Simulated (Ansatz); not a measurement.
## Run report: WSe2, geometry relaxation (part 1 of 3)

System: WSe2 (P1, 9 atoms in the cell).
Method: DFT r2SCAN, scalar-relativistic, plane waves, PAW, no spin polarisation (Ansatz 0.2.0).

The structure derives from a Materials Project entry. It belongs to a series of runs on one base structure; here: all atoms moved at random, sigma 0.1 A a component; relaxed back.

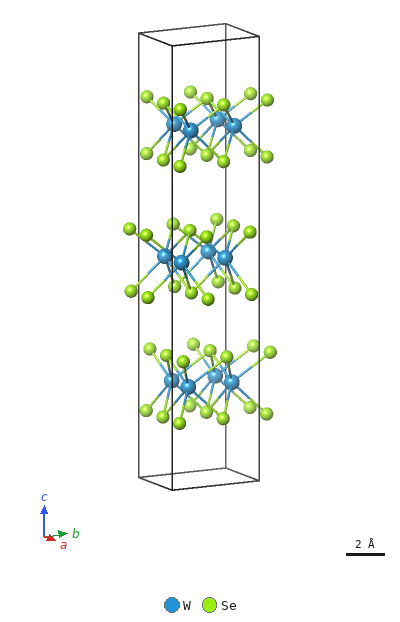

The starting structure (ball-and-stick view of the 2 × 2 repeat of the cell, with the vacuum cut short, seen slightly off an axis; bonded neighbours outside the cell are drawn too). An atom can appear more than once, as a periodic image. Near neighbours in the periodic cell (some may lie outside the picture): W has 6 Se at 2.26 to 2.75 Å; Se has 3 W at 2.26 to 2.75 Å.

### The input
```yaml
crystal:
  lattice:
    - [3.3144241877, 0.0, 0.0]
    - [-1.6572120938, 2.8703755455, 0.0]
    - [0.0, 0.0, 29.8000909169]
  atoms:
    - { symbol: W, position: [0.6626307422, 0.3466709234, 0.0030053416] }
    - { symbol: W, position: [0.3160787958, 0.6352457415, 0.7729376268] }
    - { symbol: W, position: [0.3338732422, 0.6843571079, 0.233955201] }
    - { symbol: Se, position: [0.328842163, 0.6663272876, 0.0542219841] }
    - { symbol: Se, position: [0.6716967304, 0.3824069178, 0.8244910866] }
    - { symbol: Se, position: [0.6532995901, 0.321217778, 0.2784842454] }
    - { symbol: Se, position: [0.3861360126, 0.6782238853, 0.9425708993] }
    - { symbol: Se, position: [0.6611011822, 0.3031294414, 0.7141036475] }
    - { symbol: Se, position: [0.6530082082, 0.3157542504, 0.1762299678] }
basis:
  ecutwfc: 500
kpoints:
  mp_grid: { grid: [6, 6, 1] }
hamiltonian:
  xc: r2scan
scf:
  occupations: { method: gaussian, width: 0.05 }
output:
  forces: true
  stress: true
  eigenvalues: true
  write_density: true
  write_potential: true
  elf: true
  volumetric_format: npy
relax:
  adjacent_minimum: "off"
  f_tol: 0.01
  max_steps: 80
  cell: { stress_tol: 0.1 }
```

Hardware: 2 threads of Intel Xeon @ 2.50GHz (Skylake/Cascade Lake), 189 GiB of memory available, shared host.

Command:
```bash
ansatz run input.yaml --threads 2 --pin off --max-ram 5120MiB --backend cpu --events-out ev --progress --plain --runs-dir out
```

### What the program printed
```
Engine: ansatz 0.2.0, x86_64-unknown-linux-gnu
Pseudopotentials: kind: paw
Pseudopotential: W, paw, valence charge 14, recommended cutoff 500 eV (meta_gga), W.paw.azcp
Pseudopotential: Se, paw, valence charge 16, recommended cutoff 500 eV (meta_gga), Se.paw.azcp
Functional definition: r2SCAN
  parameter k0 = 0.174
  parameter k1 = 0.065
  parameter a1 = 4.9479
  exchange = r2scan_x(k0 = k0, k1 = k1, a1 = a1)
  correlation = r2scan_c
Crystal: 9 atoms, lattice volume = 283.507 Å³
Basis set: ecut = 500 eV, 7129 PW (Γ), exchange–correlation on 100×100×900 points (64 copies of the dense FFT grid, shifted against one another)
Bands: 83, of which v1, the nominal top of the filled ones, is band 69 counted from 1 (68 counted from 0)
Symmetry: 1 space group operations
Space group: P1 (ITA 1), of the structure as read, at distance tolerance 6.6e-5 Å
k-points: 20 of 36 (time reversal used)
Non-local potential: W, projectors of the file, l = 0: 3, l = 1: 2, l = 2: 2, l = 3: 1
Non-local potential: Se, projectors of the file, l = 0: 2, l = 1: 2, l = 2: 3, l = 3: 1
PAW form: soft (Blöchl's): semilocal exchange-correlation on the pseudo side does not see the compensation charge
PAW frozen core: W, regenerated for the run's functional (the file was generated under x = pbe(κ = 0.804, μ = 0.2195149727645171), c = pbe(β = 0.06672455060314922))
PAW frozen core: Se, regenerated for the run's functional (the file was generated under x = pbe(κ = 0.804, μ = 0.2195149727645171), c = pbe(β = 0.06672455060314922))
PAW one-centre angular grid: W, 590 points (default); XC on 160 Gauss nodes
PAW one-centre angular grid: Se, 590 points (default); XC on 160 Gauss nodes
Initial density: superposition of atomic densities (neutral atoms: chi_scale 0, normalization atom), corrected by the library's trained network
Initial wavefunctions: pseudopotential atomic-orbital guess
Functional: x = r2scan, c = r2scan; τ floored in thin density (d = 2e-4 eV/Å³)
SCF iter   1: F=—  HF=-64063.766639 eV  |F-HF|=—  |Δ(HF+E_count)|=         —  Δρ=5.21e-3  dr2=1.43e-1  dr2_τ=1.71e-1  ethr=1.77e-3  ⟨swp⟩=7.6  Hψ=6637  notcnv=0  defer=9
preconditioner: auto → Resta (q_TF=auto, 2.420 Å⁻¹)  ε∞=4.0  [insulator: Δε(μ)=0.277 eV  Ē_g=9.300 eV  σ=0.050 eV  W_gap=1.00  n_scr=76 (ndim 8)  ℏωp=16.2 eV  f_vac=0.367  D(μ)=0.00/eV (n_scr^D=0)  ε∞_Penn≈4.0  vacuum switching on, ρ_ref=6.3e-3 e/Å³]
SCF iter   2: F=—  HF=-64063.949497 eV  |F-HF|=—  |Δ(HF+E_count)|=   1.83e-1  Δρ=3.37e-3  dr2=4.02e-2  dr2_τ=2.64e-3  ethr=1.04e-4  ⟨swp⟩=3.3  Hψ=3839  notcnv=0  defer=135
SCF iter   3: F=—  HF=-64063.956265 eV  |F-HF|=—  |Δ(HF+E_count)|=   6.77e-3  Δρ=2.00e-3  dr2=1.29e-2  dr2_τ=7.15e-4  ethr=2.92e-5  ⟨swp⟩=2.0  Hψ=1999  notcnv=0  defer=135
SCF iter   4: F=—  HF=-64063.960565 eV  |F-HF|=—  |Δ(HF+E_count)|=   4.30e-3  Δρ=6.15e-4  dr2=1.56e-3  dr2_τ=8.59e-5  ethr=9.32e-6  ⟨swp⟩=2.0  Hψ=2187  notcnv=0  defer=133
SCF iter   5: F=—  HF=-64063.961047 eV  |F-HF|=—  |Δ(HF+E_count)|=   4.82e-4  Δρ=1.78e-4  dr2=2.98e-4  dr2_τ=1.08e-5  ethr=1.13e-6  ⟨swp⟩=2.1  Hψ=2296  notcnv=0  defer=132
SCF iter   6: F=—  HF=-64063.961073 eV  |F-HF|=—  |Δ(HF+E_count)|=   2.57e-5  Δρ=1.02e-4  dr2=5.81e-5  dr2_τ=2.26e-6  ethr=2.16e-7  ⟨swp⟩=2.4  Hψ=1960  notcnv=0  defer=132
SCF iter   7: F=—  HF=-64063.961081 eV  |F-HF|=—  |Δ(HF+E_count)|=   8.80e-6  Δρ=4.55e-5  dr2=2.19e-5  dr2_τ=8.89e-7  ethr=4.21e-8  ⟨swp⟩=2.7  Hψ=2050  notcnv=0  defer=132
SCF iter   8: F=—  HF=-64063.961085 eV  |F-HF|=—  |Δ(HF+E_count)|=   3.06e-6  Δρ=1.98e-5  dr2=2.92e-6  dr2_τ=1.45e-7  ethr=1.58e-8  ⟨swp⟩=2.0  Hψ=1916  notcnv=0  defer=132
SCF iter   9: F=—  HF=-64063.961086 eV  |F-HF|=—  |Δ(HF+E_count)|=   1.11e-6  Δρ=9.17e-6  dr2=5.66e-7  dr2_τ=3.13e-8  ethr=2.11e-9  ⟨swp⟩=2.8  Hψ=2095  notcnv=0  defer=132
SCF iter  10: F=-64063.961086 eV  HF=-64063.961086 eV  |F-HF|=5.44e-8  |Δ(HF+E_count)|=   2.95e-7  Δρ=3.74e-6  dr2=8.73e-8  dr2_τ=5.46e-9  ethr=7.25e-11  ⟨swp⟩=18.6  Hψ=14068  notcnv=0
SCF 1 converged in 10 iterations: F = -64063.961086 eV  dr2 = 8.73e-8
  greatest PAW one-centre occupation: 1.000 electrons in one spin orbital (limit 2), on the Se atom at site 5 (counted from 0), in its partial waves of l = 2
relax step   1: F+E_penalty+E_count = -64063.96108600 eV  Δ(F+E_penalty+E_count) = +0.000e0 eV  max|allowed force component| = 7.419e0 eV/Å  Δτ_max = 0.0000 Å  P = +5.457 GPa  Ω = 283.507 Å³  (10 SCF iters, dr2 threshold 1.00e-7 eV, accepted)
Crystal: 9 atoms, lattice volume = 285.790 Å³
Basis set: ecut = 500 eV, 7145 PW (Γ), exchange–correlation on 100×100×900 points (64 copies of the dense FFT grid, shifted against one another)
Initial density: handed on by an earlier stage of this run
Initial wavefunctions: those handed on with the density
iter 1 solved again at ethr=2.84e-4 eV; its pass at ethr=3.10e-3 eV (dr2=3.92e-1 eV) is discarded
SCF iter   1: F=—  HF=-64064.460608 eV  |F-HF|=—  |Δ(HF+E_count)|=         —  Δρ=9.52e-3  dr2=3.92e-1  dr2_τ=7.48e0  ethr=2.84e-4  ⟨swp⟩=2.1  Hψ=7807  notcnv=0
preconditioner: auto → Resta (q_TF=auto, 2.417 Å⁻¹)  ε∞=4.1  [insulator: Δε(μ)=1.273 eV  Ē_g=9.117 eV  σ=0.050 eV  W_gap=1.00  n_scr=78 (ndim 8)  ℏωp=16.1 eV  f_vac=0.362  D(μ)=0.00/eV (n_scr^D=0)  ε∞_Penn≈4.1  vacuum switching on, ρ_ref=6.0e-3 e/Å³]
SCF iter   2: F=—  HF=-64066.035575 eV  |F-HF|=—  |Δ(HF+E_count)|=    1.57e0  Δρ=5.40e-3  dr2=1.34e-1  dr2_τ=1.58e-2  ethr=2.84e-4  ⟨swp⟩=4.2  Hψ=3275  notcnv=0  defer=21
SCF iter   3: F=—  HF=-64066.023461 eV  |F-HF|=—  |Δ(HF+E_count)|=   1.21e-2  Δρ=3.04e-3  dr2=1.88e-2  dr2_τ=1.55e-3  ethr=9.73e-5  ⟨swp⟩=2.0  Hψ=2306  notcnv=0  defer=108
SCF iter   4: F=—  HF=-64066.026767 eV  |F-HF|=—  |Δ(HF+E_count)|=   3.31e-3  Δρ=1.33e-3  dr2=4.25e-3  dr2_τ=3.53e-4  ethr=1.37e-5  ⟨swp⟩=2.0  Hψ=2344  notcnv=0  defer=113
SCF iter   5: F=—  HF=-64066.028484 eV  |F-HF|=—  |Δ(HF+E_count)|=   1.72e-3  Δρ=3.21e-4  dr2=7.00e-4  dr2_τ=2.14e-5  ethr=3.08e-6  ⟨swp⟩=2.0  Hψ=2208  notcnv=0  defer=113
SCF iter   6: F=—  HF=-64066.028464 eV  |F-HF|=—  |Δ(HF+E_count)|=   2.07e-5  Δρ=1.18e-4  dr2=8.74e-5  dr2_τ=8.07e-6  ethr=5.07e-7  ⟨swp⟩=3.0  Hψ=3047  notcnv=0  defer=113
SCF iter   7: F=—  HF=-64066.028481 eV  |F-HF|=—  |Δ(HF+E_count)|=   1.76e-5  Δρ=5.54e-5  dr2=2.72e-5  dr2_τ=2.16e-6  ethr=6.33e-8  ⟨swp⟩=2.1  Hψ=2872  notcnv=0  defer=113
SCF iter   8: F=—  HF=-64066.028484 eV  |F-HF|=—  |Δ(HF+E_count)|=   2.28e-6  Δρ=2.35e-5  dr2=4.16e-6  dr2_τ=2.38e-7  ethr=1.97e-8  ⟨swp⟩=2.0  Hψ=2001  notcnv=0  defer=113
SCF iter   9: F=—  HF=-64066.028486 eV  |F-HF|=—  |Δ(HF+E_count)|=   2.32e-6  Δρ=8.61e-6  dr2=9.08e-7  dr2_τ=1.72e-8  ethr=6.52e-10  ⟨swp⟩=19.2  Hψ=16869  notcnv=0
SCF iter  10: F=-64066.028486 eV  HF=-64066.028486 eV  |F-HF|=5.94e-8  |Δ(HF+E_count)|=   4.16e-7  Δρ=4.32e-6  dr2=1.63e-7  dr2_τ=4.54e-9  ethr=6.52e-10  ⟨swp⟩=13.2  Hψ=15118  notcnv=0
SCF 2 converged in 10 iterations: F = -64066.028486 eV  dr2 = 1.63e-7
  greatest PAW one-centre occupation: 1.000 electrons in one spin orbital (limit 2), on the Se atom at site 7 (counted from 0), in its partial waves of l = 2
relax step   2: F+E_penalty+E_count = -64066.02848635 eV  Δ(F+E_penalty+E_count) = -2.067e0 eV  max|allowed force component| = 8.922e-1 eV/Å  Δτ_max = 0.1947 Å  P = -0.011 GPa  Ω = 285.790 Å³  energy of the carried Pulay correction = -3.011e-4 eV  (10 SCF iters, dr2 threshold 9.00e-7 eV, accepted)
Crystal: 9 atoms, lattice volume = 284.217 Å³
Basis set: ecut = 500 eV, 7119 PW (Γ), exchange–correlation on 100×100×900 points (64 copies of the dense FFT grid, shifted against one another)
iter 1 solved again at ethr=8.94e-6 eV; its pass at ethr=3.10e-3 eV (dr2=1.23e-2 eV) is discarded
SCF iter   1: F=—  HF=-64066.020848 eV  |F-HF|=—  |Δ(HF+E_count)|=         —  Δρ=2.49e-3  dr2=1.27e-2  dr2_τ=2.96e-1  ethr=8.94e-6  ⟨swp⟩=2.3  Hψ=7928  notcnv=0
preconditioner: auto → Resta (q_TF=auto, 2.419 Å⁻¹)  ε∞=4.1  [insulator: Δε(μ)=1.484 eV  Ē_g=9.129 eV  σ=0.050 eV  W_gap=1.00  n_scr=76 (ndim 8)  ℏωp=16.2 eV  f_vac=0.359  D(μ)=0.00/eV (n_scr^D=0)  ε∞_Penn≈4.1  vacuum switching on, ρ_ref=6.0e-3 e/Å³]
SCF iter   2: F=—  HF=-64066.117681 eV  |F-HF|=—  |Δ(HF+E_count)|=   9.68e-2  Δρ=1.50e-3  dr2=4.17e-3  dr2_τ=1.77e-4  ethr=8.94e-6  ⟨swp⟩=2.5  Hψ=3317  notcnv=0
SCF iter   3: F=—  HF=-64066.118843 eV  |F-HF|=—  |Δ(HF+E_count)|=   1.16e-3  Δρ=5.11e-4  dr2=1.75e-3  dr2_τ=1.94e-4  ethr=3.02e-6  ⟨swp⟩=2.0  Hψ=2517  notcnv=0
SCF iter   4: F=—  HF=-64066.118745 eV  |F-HF|=—  |Δ(HF+E_count)|=   9.77e-5  Δρ=1.81e-4  dr2=1.91e-4  dr2_τ=2.62e-5  ethr=1.27e-6  ⟨swp⟩=2.0  Hψ=2151  notcnv=0
SCF iter   5: F=—  HF=-64066.118712 eV  |F-HF|=—  |Δ(HF+E_count)|=   3.32e-5  Δρ=7.46e-5  dr2=1.79e-5  dr2_τ=5.80e-7  ethr=1.39e-7  ⟨swp⟩=2.2  Hψ=2744  notcnv=0
SCF iter   6: F=—  HF=-64066.118720 eV  |F-HF|=—  |Δ(HF+E_count)|=   7.59e-6  Δρ=2.24e-5  dr2=6.40e-6  dr2_τ=1.37e-7  ethr=1.30e-8  ⟨swp⟩=2.0  Hψ=2931  notcnv=0
SCF iter   7: F=—  HF=-64066.118719 eV  |F-HF|=—  |Δ(HF+E_count)|=   4.94e-7  Δρ=1.07e-5  dr2=9.54e-7  dr2_τ=2.65e-8  ethr=4.64e-9  ⟨swp⟩=2.0  Hψ=2903  notcnv=0
SCF iter   8: F=-64066.118719 eV  HF=-64066.118720 eV  |F-HF|=1.50e-8  |Δ(HF+E_count)|=   1.04e-7  Δρ=3.93e-6  dr2=1.21e-7  dr2_τ=2.68e-9  ethr=6.52e-10  ⟨swp⟩=16.2  Hψ=15407  notcnv=0
SCF 3 converged in 8 iterations: F = -64066.118719 eV  dr2 = 1.21e-7
relax step   3: F+E_penalty+E_count = -64066.11871949 eV  Δ(F+E_penalty+E_count) = -9.023e-2 eV  max|allowed force component| = 8.386e-3 eV/Å  Δτ_max = 0.0779 Å  P = +0.051 GPa  Ω = 284.217 Å³  energy of the carried Pulay correction = -9.384e-5 eV  (8 SCF iters, dr2 threshold 9.00e-7 eV, accepted)
Crystal: 9 atoms, lattice volume = 284.954 Å³
Basis set: ecut = 500 eV, 7139 PW (Γ), exchange–correlation on 100×100×900 points (64 copies of the dense FFT grid, shifted against one another)
iter 1 solved again at ethr=9.34e-7 eV; its pass at ethr=3.10e-3 eV (dr2=1.29e-3 eV) is discarded
SCF iter   1: F=—  HF=-64066.096193 eV  |F-HF|=—  |Δ(HF+E_count)|=         —  Δρ=8.02e-4  dr2=1.18e-3  dr2_τ=6.47e-2  ethr=9.34e-7  ⟨swp⟩=3.0  Hψ=7811  notcnv=0
preconditioner: auto → Resta (q_TF=auto, 2.418 Å⁻¹)  ε∞=4.1  [insulator: Δε(μ)=1.490 eV  Ē_g=9.118 eV  σ=0.050 eV  W_gap=1.00  n_scr=76 (ndim 8)  ℏωp=16.2 eV  f_vac=0.361  D(μ)=0.00/eV (n_scr^D=0)  ε∞_Penn≈4.1  vacuum switching on, ρ_ref=6.0e-3 e/Å³]
SCF iter   2: F=—  HF=-64066.118300 eV  |F-HF|=—  |Δ(HF+E_count)|=   2.21e-2  Δρ=5.69e-4  dr2=5.67e-4  dr2_τ=3.58e-5  ethr=8.54e-7  ⟨swp⟩=2.0  Hψ=3323  notcnv=0
SCF iter   3: F=—  HF=-64066.118462 eV  |F-HF|=—  |Δ(HF+E_count)|=   1.62e-4  Δρ=2.72e-4  dr2=1.64e-4  dr2_τ=1.79e-5  ethr=4.11e-7  ⟨swp⟩=2.0  Hψ=2068  notcnv=0
SCF iter   4: F=—  HF=-64066.118534 eV  |F-HF|=—  |Δ(HF+E_count)|=   7.11e-5  Δρ=7.44e-5  dr2=5.55e-5  dr2_τ=5.77e-6  ethr=1.19e-7  ⟨swp⟩=2.0  Hψ=2477  notcnv=0
SCF iter   5: F=—  HF=-64066.118530 eV  |F-HF|=—  |Δ(HF+E_count)|=   3.54e-6  Δρ=2.69e-5  dr2=5.79e-6  dr2_τ=1.22e-7  ethr=4.02e-8  ⟨swp⟩=2.5  Hψ=2982  notcnv=0
SCF iter   6: F=—  HF=-64066.118497 eV  |F-HF|=—  |Δ(HF+E_count)|=   3.29e-5  Δρ=1.35e-5  dr2=6.46e-7  dr2_τ=2.48e-8  ethr=4.20e-9  ⟨swp⟩=2.0  Hψ=1928  notcnv=0
SCF iter   7: F=—  HF=-64066.118497 eV  |F-HF|=—  |Δ(HF+E_count)|=   2.75e-7  Δρ=3.56e-6  dr2=6.33e-8  dr2_τ=1.81e-9  ethr=4.68e-10  ⟨swp⟩=3.0  Hψ=3464  notcnv=0
SCF iter   8: F=—  HF=-64066.118497 eV  |F-HF|=—  |Δ(HF+E_count)|=   1.93e-8  Δρ=1.27e-6  dr2=7.42e-9  dr2_τ=3.07e-10  ethr=4.59e-11  ⟨swp⟩=2.0  Hψ=2980  notcnv=0
SCF iter   9: F=—  HF=-64066.118497 eV  |F-HF|=—  |Δ(HF+E_count)|=   8.73e-9  Δρ=3.39e-7  dr2=8.18e-10  dr2_τ=3.13e-11  ethr=5.38e-12  ⟨swp⟩=3.0  Hψ=3471  notcnv=0
SCF iter  10: F=—  HF=-64066.118497 eV  |F-HF|=—  |Δ(HF+E_count)|=   1.31e-9  Δρ=2.84e-7  dr2=9.98e-10  dr2_τ=4.25e-11  ethr=1.00e-12  ⟨swp⟩=10.6  Hψ=9761  notcnv=0
SCF iter  11: F=-64066.118497 eV  HF=-64066.118497 eV  |F-HF|=2.91e-11  |Δ(HF+E_count)|=  1.24e-10  Δρ=9.06e-8  dr2=4.32e-11  dr2_τ=1.46e-12  ethr=1.00e-12  ⟨swp⟩=7.5  Hψ=9125  notcnv=0
SCF 4 converged in 11 iterations: F = -64066.118497 eV  dr2 = 4.32e-11
relax step   4: F+E_penalty+E_count = -64066.11849739 eV  Δ(F+E_penalty+E_count) = +2.221e-4 eV  max|allowed force component| = 2.301e-2 eV/Å  Δτ_max = 0.0170 Å  P = -0.033 GPa  Ω = 284.954 Å³  energy of the carried Pulay correction = -1.911e-4 eV  (11 SCF iters, rejected (line search))
Crystal: 9 atoms, lattice volume = 284.429 Å³
Basis set: ecut = 500 eV, 7125 PW (Γ), exchange–correlation on 100×100×900 points (64 copies of the dense FFT grid, shifted against one another)
iter 1 solved again at ethr=2.68e-7 eV; its pass at ethr=3.10e-3 eV (dr2=3.70e-4 eV) is discarded
```
